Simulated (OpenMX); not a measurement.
## ZnCu: 7 runs along one coordinate

System: ZnCu (Pm-3m, 2 atoms in the cell).
Method: Kohn-Sham DFT of a periodic cell, PBE, OpenMX 2013 PBE set, no spin polarisation (OpenMX 3.8.5).

The 7 runs differ only in the geometry, by an even scaling of the cell at fixed fractional positions. The structure derives from an entry of the Crystallography Open Database.

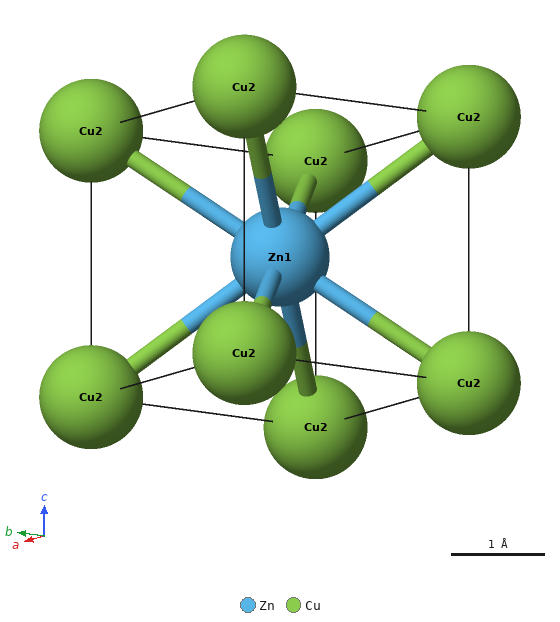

Figure 1. The structure of run 4 (ball-and-stick view of the cell of the calculation, seen at an oblique angle; atoms are numbered from 1 in the order of the input).

## Input of run 4
```
System.CurrrentDirectory             ./
System.Name                          ZnCu
DATA.PATH                            ./DFT_DATA13
level.of.stdout                      1
level.of.fileout                     0
Species.Number                       2
<Definition.of.Atomic.Species
  Zn  Zn6.0H-s3p2d2          Zn_PBE13H
  Cu  Cu6.0H-s3p2d2          Cu_PBE13H
Definition.of.Atomic.Species>

Atoms.Number                         2
Atoms.SpeciesAndCoordinates.Unit     FRAC
<Atoms.SpeciesAndCoordinates
    1  Zn    0.5000000000    0.5000000000    0.5000000000  10.000 10.000
    2  Cu    0.0000000000    0.0000000000    0.0000000000   9.500  9.500
Atoms.SpeciesAndCoordinates>

Atoms.UnitVectors.Unit               Ang
<Atoms.UnitVectors
     2.9450000000    0.0000000000    0.0000000000
     0.0000000000    2.9450000000    0.0000000000
     0.0000000000    0.0000000000    2.9450000000
Atoms.UnitVectors>

scf.XcType                           GGA-PBE
scf.SpinPolarization                 off
scf.ElectronicTemperature            580.226
scf.energycutoff                     500.0
scf.maxIter                          100
scf.EigenvalueSolver                 band
scf.Kgrid                            9 9 9
scf.Mixing.Type                      rmm-diisk
scf.Init.Mixing.Weight               0.05
scf.Min.Mixing.Weight                0.001
scf.Max.Mixing.Weight                0.3
scf.Mixing.History                   25
scf.Mixing.StartPulay                8
scf.criterion                        1.0e-8
scf.stress.tensor                    on
MD.Type                              nomd
```

Command:
```bash
openmx ZnCu.dat -nt 1 > ZnCu.std
```

Run 6 has the same physical settings and fractional positions; its lattice vectors (Å) are:
```
   2.983754    0.000000    0.000000
   0.000000    2.983754    0.000000
   0.000000    0.000000    2.983754
```

## Results, with one run withheld

| run | volume per atom (Å³) | free energy per atom, from the lowest run given (meV) |
| --- | --- | --- |
| 1 | 12.005 | 51.05 |
| 2 | 12.260 | 30.88 |
| 3 | 12.516 | 16.28 |
| 4 | 12.771 | 6.51 |
| 5 | 13.026 | 1.13 |
| 6 | 13.282 | ? |
| 7 | 13.537 | 0.00 |

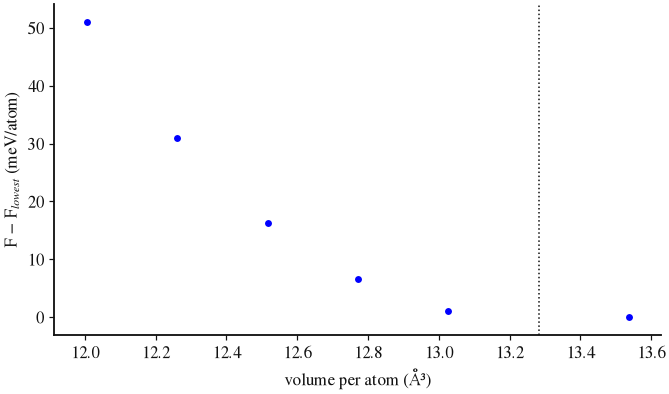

Figure 2. Free energy per atom of the runs given; the dotted line marks run 6.

Fit the runs given and predict run 6.

A cubic polynomial in V^(−2/3) (the Birch–Murnaghan form), fitted to the 6 runs given, misses them by at most 0.09 meV per atom. With x = V^(−2/3) − 0.18401 Å⁻², it reads F = 9.9355 + 3723.9 x + 3.3557e+05 x² + 3.053e+06 x³ (meV per atom). At run 6 it gives −0.95 meV per atom, and the run itself gives −1.00. The fit has its minimum at 13.320 Å³ per atom, where V d²F/dV² gives 94.9 GPa: the bulk modulus at this level, since symmetry fixes the shape and the positions.

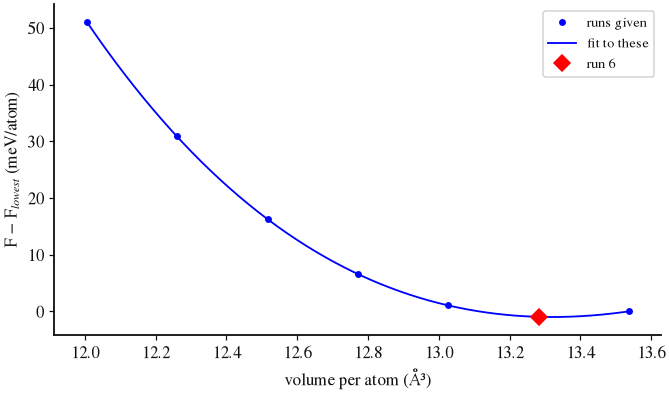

Figure 3. The fit and the withheld run.

## Some lines of the output (run 6)
```
[...]
  Cell_Volume =    179.260970785864 (Bohr^3)
        Total energy (Hartree) at MD = 1
   kloop=0
   kloop=1
   kloop=364
```

Notes: With a small basis of atomic orbitals these values can differ much from converged plane-wave results.
